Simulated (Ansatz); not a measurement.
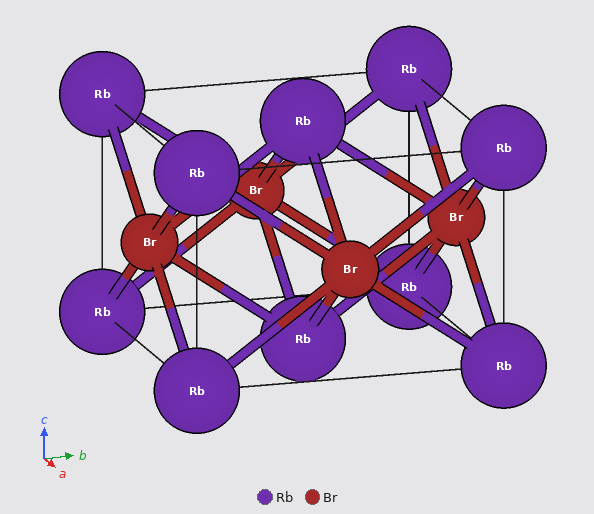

An orthographic ball-and-stick view of the structure, slightly off an axis. Atoms at the boundary of the conventional unit cell (the box) are drawn once for each face, edge or corner they touch.

RbBr, space group Cmmm (No. 65), a = 5.790 Å, b = 5.885 Å, c = 4.128 Å, α = 90.00°, β = 90.00°, γ = 90.00°. The cell started as a structure type filled with these elements by a generator (whether the compound takes this form wasn't checked). The cell was then strained or its atoms displaced on purpose. It was run through Ansatz as a DFT input.

This one geometry was computed with Ansatz (DFT, plane waves, PAW) at three levels of theory: PBE, HSE06 and r2SCAN. It was relaxed with r2SCAN and then strained.

How does the band gap change with the level of theory?

PBE: a gap of 4.08 eV, indirect; r2SCAN: a gap of 4.82 eV, indirect; HSE06: a gap of 5.26 eV, indirect.

Collect the results in a table.

| level | cutoff (eV) | k-mesh of the run's cell | gap (eV) | pressure (GPa) |
| --- | --- | --- | --- | --- |
| PBE | 420 | 6×6×6 | 4.08 | 0.8 |
| HSE06 | 420 | 4×4×4 | 5.26 | 0.4 |
| r2SCAN | 500 | 6×6×6 | 4.82 | 0.0 |

Gaps are taken on the k-mesh or band path of each run.
